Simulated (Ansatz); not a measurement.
## Debugging a many-body input for GaN (F-43m)

Aim: the G0W0 gap of GaN (F-43m). The first input has a fault.

Calculated with Ansatz 0.2.0; G0W0 on PBE, plane waves, PAW; PAW set soft_1.

## (1) The structure

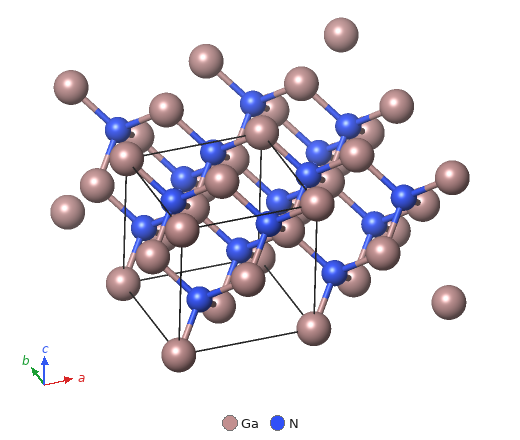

The starting structure, seen slightly off an axis (gallium pink, nitrogen blue). 2×2×1 cells are drawn. This picture shows the conventional cell, with its axes. Bonds to atoms that aren't drawn are left out. Some periodic images of atoms are drawn too.

The cell and positions are those that the Materials Project relaxed with its own functionals (PBE, PBE+U or r2SCAN), kept fixed. This is not the form that GaN usually takes at ambient conditions.

## (2) First try

The input, input.yaml:

```yaml
crystal:
  lattice:
    - [0.0, 2.2535006075, 2.2535006075]
    - [2.2535006075, 0.0, 2.2535006075]
    - [2.2535006075, 2.2535006075, 0.0]
  atoms:
    - { symbol: Ga, position: [0.0, 0.0, 0.0] }
    - { symbol: "N", position: [0.75, 0.75, 0.75] }
kpoints:
  mp_grid: { grid: [4, 4, 4] }
hamiltonian:
  xc: pbe
  pseudopotentials: { kind: paw, azcp: { folder: soft_1 } }
scf:
  occupations: { method: fixed }
gw:
  n_empty_bands: 37
  ecut_chi: 10
  qp_bands: [v2, c2]
  qp_kpoints: band_edges
  screening: { model: contour_deformation }
```

The run is started by

```
> ansatz run input.yaml --threads 3 --pin off --max-ram 92160MiB --backend cuda --events-out ev --progress --plain --runs-dir out --devices 1 --max-vram 13GiB
```

Numbers of over 12 decimals in the logs are rounded to 6 here.

What it wrote:

```text
GPUs: using 1 of 1 available (devices: 1).
Engine: ansatz 0.2.0, x86_64-unknown-linux-gnu
Pseudopotentials: kind: paw
Pseudopotential: Ga, paw, valence charge 13, recommended cutoff 420 eV (normal), soft_1/Ga.paw.azcp
Pseudopotential: N, paw, valence charge 5, recommended cutoff 420 eV (normal), soft_1/N.paw.azcp
Functional definition: PBE
  parameter kappa = 0.804
  parameter beta = 0.066725
  exchange = pbe_x(kappa = kappa, mu = beta*pi^2/3)
  correlation = pbe_c(beta = beta)
device memory: the entry about to start is reckoned to put 0.7 GiB on a device that reports 67.6 GiB free (of which the cap on the GPU budget leaves the run 13.0 GiB)
GPU FFT provider: cuFFT
GPU libraries: cuBLAS 13.8.2, cuFFT 12.4.0, cuSOLVER 12.3.4
Crystal: 2 atoms, lattice volume = 22.888 Å³
Basis set: ecut = 420 eV, 459 PW (Γ)
Bands: 13, of which v1, the nominal top of the filled ones, is band 9 counted from 1 (8 counted from 0)
Symmetry: 24 space group operations
Space group: F-43m (ITA 216), of the structure as read, at distance tolerance 2.8e-5 Å
k-points: 8 of 64 (time reversal used)
Non-local potential: Ga, projectors of the file, l = 0: 2, l = 1: 2, l = 2: 3, l = 3: 1
Non-local potential: N, projectors of the file, l = 0: 2, l = 1: 2, l = 2: 1
PAW form: soft (Blöchl's): semilocal exchange-correlation on the pseudo side does not see the compensation charge
PAW one-centre angular grid: Ga, 590 points (default); XC on 64 Gauss nodes
PAW one-centre angular grid: N, 110 points (default); XC on 64 Gauss nodes
Initial density: superposition of atomic densities (chi_scale 0.1, normalization cell, long waves kept (reshape's long-wave potential 0.00 eV rms))
Initial wavefunctions: pseudopotential atomic-orbital guess
GPU buffer pool allocated for 13824 grid points (all kernels)
GPU transforms: local potential and band sums: pruned to the plane-wave sphere, on 24×24×24
Functional: x = pbe(κ = 0.804, μ = 0.219515), c = pbe(β = 0.066725)
SCF iter   1: F=—  HF=-4168.548466 eV  |F-HF|=—  |Δ(HF+E_count)|=         —  Δρ=1.13e-1  dr2=2.60e0  ethr=3.10e-3  ⟨swp⟩=3.9  Hψ=459  notcnv=0  defer=10
preconditioner: auto → none  [insulator: Δε(μ)=2.563 eV  Ē_g=19.124 eV  n_scr=8 (ndim 8)  ℏωp=32.9 eV  f_vac=0.000  ε∞_Penn≈4.0]
SCF iter   2: F=—  HF=-4167.964377 eV  |F-HF|=—  |Δ(HF+E_count)|=   5.84e-1  Δρ=6.16e-2  dr2=5.23e-1  ethr=3.10e-3  ⟨swp⟩=2.2  Hψ=268  notcnv=0  defer=3
SCF iter   3: F=—  HF=-4167.844112 eV  |F-HF|=—  |Δ(HF+E_count)|=   1.20e-1  Δρ=2.04e-2  dr2=4.63e-2  ethr=2.91e-3  ⟨swp⟩=2.1  Hψ=157  notcnv=0  defer=14
SCF iter   4: F=—  HF=-4167.842391 eV  |F-HF|=—  |Δ(HF+E_count)|=   1.72e-3  Δρ=8.01e-3  dr2=6.60e-3  ethr=2.57e-4  ⟨swp⟩=2.1  Hψ=226  notcnv=0  defer=14
SCF iter   5: F=—  HF=-4167.839506 eV  |F-HF|=—  |Δ(HF+E_count)|=   2.88e-3  Δρ=8.02e-4  dr2=6.71e-5  ethr=3.66e-5  ⟨swp⟩=2.0  Hψ=189  notcnv=0  defer=14
SCF iter   6: F=—  HF=-4167.839548 eV  |F-HF|=—  |Δ(HF+E_count)|=   4.19e-5  Δρ=2.28e-4  dr2=6.66e-6  ethr=3.73e-7  ⟨swp⟩=2.0  Hψ=187  notcnv=0  defer=14
SCF iter   7: F=-4167.839548 eV  HF=-4167.839548 eV  |F-HF|=3.21e-8  |Δ(HF+E_count)|=   3.85e-7  Δρ=2.08e-5  dr2=4.69e-8  ethr=5.56e-10  ⟨swp⟩=3.8  Hψ=449  notcnv=0
SCF 1 converged in 7 iterations: F = -4167.839548 eV  dr2 = 4.69e-8
[...]
device memory: the entry about to start is reckoned to put 1.2 GiB on a device that reports 67.7 GiB free (of which the cap on the GPU budget leaves the run 13.0 GiB)
NSCF: frozen V_eff on 8 k-points
[...]
device memory: the entry about to start is reckoned to put 1.0 GiB on a device that reports 67.6 GiB free (of which the cap on the GPU budget leaves the run 13.0 GiB)
NSCF: frozen V_eff on 8 k-points
G₀W₀ screening: q 1/8
[... further progress lines ...]
device memory: the entry about to start is reckoned to put 0.3 GiB on a device that reports 66.5 GiB free (of which the cap on the GPU budget leaves the run 13.0 GiB)
NSCF: frozen V_eff on 1 k-points
SCF converged after 7 iterations
Free energy (F): -4167.839548 eV
Harris-Foulkes:  -4167.839548 eV  (|F-HF|=3.21e-8)
Internal energy: -4167.839548 eV  (E = F + TS)
E sigma→0 (E₀):  -4167.839548 eV
Fermi energy:    9.685740 eV
--- Per-component energies (eV) ---
  E_band       = -5.483139
  E_kinetic    = 241.096058
  E_local      = -1414.908442  (includes V_loc(G=0)·N_el)
  E_nonlocal   = -54.666308
  E_hartree    = 895.159389
  E_xc         = -122.305673
  E_vxc        = -130.929507  (∫ρ·V_xc dr)
  E_paw        = -2124.780437  (= ΣΔE_a)
  E_vpaw       = -436.399387  (= ΣTr[D̂ρ^β])
  E_aug_tail   = 0.000819  (compensation charges beyond the density's cutoff)
  E_ewald      = -1587.434954
  E_smearing   = -0.000000  (= −TS)
  E_closure    = 0.000000  (closes the sum)
  Σ components = -4167.839548   (vs F -4167.839548, Δ=0.00e0)
--- Band table (eV; the first three rows and the last of 8) ---
  k-point 0: bands = [... 5 lower, -3.5322, 9.6857, 9.6857, 9.6857, 11.3846, 19.9610, 19.9610, 19.9610]
  k-point 1: bands = [... 5 lower, -3.4707, 5.8147, 9.1633, 9.1633, 13.7261, 18.4453, 20.4170, 20.4170]
  k-point 2: bands = [... 5 lower, -2.2513, 2.6283, 8.7146, 8.7146, 14.2947, 18.3992, 20.0117, 20.0117]
  k-point 7: bands = [... 5 lower, -1.5311, 3.9696, 5.9799, 6.0327, 15.8832, 18.0580, 19.9179, 20.7819]
--- G₀W₀: contour deformation, 6 samples at zero and on the imaginary axis and 2 off it, 64 q-points, 37 empty bands' worth ---
  eigenvalues of the whole cell's RPA ε∞ on this k-mesh (on a slab, of 1 + 4πα/V) = 10.3817, 10.3817, 10.3817; static W/v taken at q = 0 is 0.096323
  bands read: the sum over 46 bands ends inside a degenerate multiplet in 2 slots, whose members it reads at an even weight; the widest, k=0: bands 45 to 47 (counted from 1) at 2/3 each
  gw.qp_kpoints: band_edges: 6 of 8 stored k-points solved, in 1 pass; an edge of the gap read off the rows below is read off those points alone
    valence top: of the k-points left out ik 4 came nearest to being solved in a further pass, in band 9 (counted from 1, as in the quasiparticle table): it holds the edge there only if its correction is more favourable than any solved in that band by at least 1.914 eV; those differ by 0.120 eV
    conduction bottom: of the k-points left out ik 4 came nearest to being solved in a further pass, in band 10 (counted from 1, as in the quasiparticle table): it holds the edge there only if its correction is more favourable than any solved in that band by at least 3.301 eV; those differ by 1.262 eV
  `?` marks the rows in doubt; gw_qp.tsv's column doubts and the gw_qp event give each row's grounds
    ik  band        ε_KS         Σx   Σc(E_QP)       V_xc       Z   E_QP_lin       E_QP  E_QP is
     0     8      9.6857   -24.0805     3.3796   -20.2585  0.8075     9.2376     9.2433  root
     0     9      9.6857   -24.0805     3.3796   -20.2585  0.8075     9.2376     9.2433  root
     0    10     11.3846   -11.1364    -3.6159   -15.7121  0.8149    12.3810    12.3444  root
     0    11     19.9610    -7.8245    -4.6549   -13.9022  0.7982    21.5437    21.3838  root ?
     1     8      9.1633   -23.4705     3.4751   -19.5260  0.8049     8.6873     8.6939  root
     1     9      9.1633   -23.4705     3.4751   -19.5260  0.8049     8.6873     8.6939  root
     1    10     13.7261   -10.7674    -3.9096   -15.8737  0.8095    14.9981    14.9229  root
     1    11     18.4453    -8.6996    -4.7228   -14.8300  0.7913    19.9942    19.8529  root ?
     2     8      8.7146   -22.9885     3.5802   -18.9190  0.8023     8.2181     8.2254  root
     2     9      8.7146   -22.9885     3.5802   -18.9190  0.8023     8.2181     8.2254  root
     2    10     14.2947    -9.9651    -4.0404   -15.2747  0.8134    15.6574    15.5640  root
     2    11     18.3992    -8.9787    -5.1958   -15.5142  0.7710    19.8617    19.7389  root ?
     3     8      8.1926   -22.5223     3.6653   -18.3234  0.7990     7.6499     7.6590  root
     3     9      8.1926   -22.5223     3.6653   -18.3234  0.7990     7.6499     7.6590  root
     3    10     14.2395   -10.0349    -3.9026   -14.9952  0.8072    15.3479    15.2972  root
     3    11     17.0525    -9.3317    -4.0331   -15.1780  0.8075    18.6787    18.8658  root ?
     5     8      6.4082   -21.2230     3.9504   -16.6485  0.7846     5.7701     5.7842  root
     5     9      8.6540   -22.8950     3.5636   -18.8360  0.8022     8.1511     8.1586  root
     5    10     16.1304   -10.7861    -4.1572   -16.8108  0.7985    17.8156    17.9979  root ?
     5    11     17.1727    -8.4029    -4.4129   -13.8625  0.7978    18.2719    18.2194  root
     6     8      6.9742   -21.2968     3.9474   -16.7873  0.7893     6.4015     6.4122  root
     6     9      6.9742   -21.2968     3.9474   -16.7873  0.7893     6.4015     6.4122  root
     6    10     13.0010    -8.5485    -3.6519   -12.8062  0.8169    13.6181    13.6067  root
     6    11     16.3199    -9.7970    -4.2210   -15.3440  0.8108    17.7588    17.6458  root ?
```

Elapsed: 9.3 s, on 1 × NVIDIA H100 80GB HBM3 (shared by 6 runs) with 3 threads of AMD EPYC 7R13 (Zen 3), shared host; peak memory 0.97 GiB; 4.9 s of CPU time.

In the SCF lines HF is the Harris–Foulkes energy and dr2 the Hartree energy of the density residual, in eV; the loop may stop once dr2 is under the threshold and the program's other checks hold. Hψ counts applications of the Hamiltonian.

**Diagnosis.**

The run ended normally, though the input holds a fault or crude settings.

The fault: screening cutoff of 10 eV. Nearly all local fields and short-range correlation are left out.

It printed a gap of 3.10 eV, which is an artefact of the settings.

## (3) A better input

Now the one-shot GW correction: screening in the RPA, then the self-energy of the levels asked for. This step takes PAW set soft_1 files.

input.yaml, as its differences from that of step 2:

```diff
@@ -9,3 +9,3 @@
 kpoints:
-  mp_grid: { grid: [4, 4, 4] }
+  mp_grid: { grid: [6, 6, 6] }
 hamiltonian:
@@ -16,4 +16,4 @@
 gw:
-  n_empty_bands: 37
-  ecut_chi: 10
+  n_empty_bands: 68
+  ecut_chi: 120
   qp_bands: [v2, c2]
```

What it wrote:

```text
GPUs: using 1 of 1 available (devices: 1).
[...]
GPU FFT provider: cuFFT
GPU libraries: cuBLAS 13.8.2, cuFFT 12.4.0, cuSOLVER 12.3.4
Crystal: 2 atoms, lattice volume = 22.888 Å³
Basis set: ecut = 420 eV, 459 PW (Γ)
Bands: 13, of which v1, the nominal top of the filled ones, is band 9 counted from 1 (8 counted from 0)
[... 1 set-up line as in the run before ...]
[...]
k-points: 16 of 216 (time reversal used)
[...]
GPU buffer pool allocated for 13824 grid points (all kernels)
[...]
SCF iter   1: F=—  HF=-4168.580142 eV  |F-HF|=—  |Δ(HF+E_count)|=         —  Δρ=1.12e-1  dr2=2.52e0  ethr=3.10e-3  ⟨swp⟩=4.0  Hψ=971  notcnv=0  defer=23
[...]
SCF iter   7: F=-4167.898508 eV  HF=-4167.898508 eV  |F-HF|=3.90e-8  |Δ(HF+E_count)|=   1.10e-6  Δρ=2.73e-5  dr2=7.23e-8  ethr=5.56e-10  ⟨swp⟩=3.8  Hψ=912  notcnv=0
SCF 1 converged in 7 iterations: F = -4167.898508 eV  dr2 = 7.23e-8
[...]
0     8      9.6432   -23.8986     3.1361   -20.2668  0.7647     9.1428     9.1475  root
     0     9      9.6432   -23.8986     3.1361   -20.2668  0.7647     9.1428     9.1475  root
     0    10     11.3598   -11.4771    -3.6547   -15.7129  0.7984    11.9465    11.9409  root
     0    11     19.9572    -7.8736    -5.3159   -13.9060  0.7907    20.6853    20.6736  root
     1     8      9.3721   -23.6003     3.1951   -19.8786  0.7640     8.8402     8.8456  root
     1     9      9.3721   -23.6003     3.1951   -19.8786  0.7640     8.8402     8.8456  root
     1    10     12.9712   -11.7743    -3.8300   -16.2814  0.7892    13.6570    13.6484  root
     1    11     18.9074    -8.2737    -5.2783   -14.2986  0.7862    19.6681    19.6540  root
[...]
14     8      5.9304   -21.2116     3.9068   -16.4901  0.7407     5.0931     5.1157  root
    14     9      7.2735   -21.4482     3.5512   -17.1657  0.7550     6.5284     6.5421  root
    14    10     16.1655    -9.3431    -4.5504   -14.4192  0.7867    16.6972    16.6912  root
    14    11     17.1580   -10.6567    -5.3041   -16.9566  0.7705    18.1836    18.1539  root
[key lines of the parts left out:]
SCF converged after 7 iterations
Free energy (F): -4167.898508 eV
Fermi energy:    9.643192 eV
```

Elapsed: 16 s, on 1 × NVIDIA H100 80GB HBM3 (shared by 6 runs) with 3 threads; peak memory 0.98 GiB.

This step gave:

```
bands summed                                 : 77
RPA ε∞ on this mesh (eigenvalues)            : 6.641, 6.641, 6.641
plane waves in the screening matrix          : 65
q-points in the mesh                         : 216
G0W0 gap on the mesh                         : 2.793 eV
k of the valence top                         : 0, 0, 0
k of the conduction bottom                   : 0, 0, 0
starting gap on the mesh                     : 1.717 eV
Z at the valence top                         : 0.7647
Z at the conduction bottom                   : 0.7984
least direct G0W0 gap on the computed points : 2.793 eV
```

The gap on the mesh goes from 1.72 eV to 2.79 eV, a correction of +1.08 eV. Between the two edge states, bare exchange in place of the xc potential would open the gap by 7.87 eV, and correlation takes back 6.79 eV.

## (4) Summary of results

```json
{"first try": "converged after 9.3 s", "better run": "G0W0 gap on the mesh 2.79 eV (6×6×6 mesh, 68 empty bands, screening to 120 eV, PAW set soft_1 files)"}
```

The second run differs in: mesh, empty bands and screening cutoff (eV). Bands and cutoff are finite, so the gap is not at the basis limit. The miss can reach some tenths of an eV and take either sign; the mesh is an error of its own. The many-body steps are scalar-relativistic: spin-orbit coupling is not in them.

[Paths, hosts, dates, memory and timing lines, banners, echoed tables and standing remarks are left out of the program output.]

[Logs are printed without paths, hosts, clocks, repeated set-up lines and the standing remarks that a program may print on its own settings, such as how far it seeks lower states.]

[Runs of the session that timed out or met a known fault of the program may be left out.]

[Cells called generated may have been cut or substituted from an entry of the Crystallography Open Database or the Materials Project.]

[Hosts, paths, dates, database ids (printed as entryN), source tags and the programs' standing remarks are cut or masked in the printed files.]
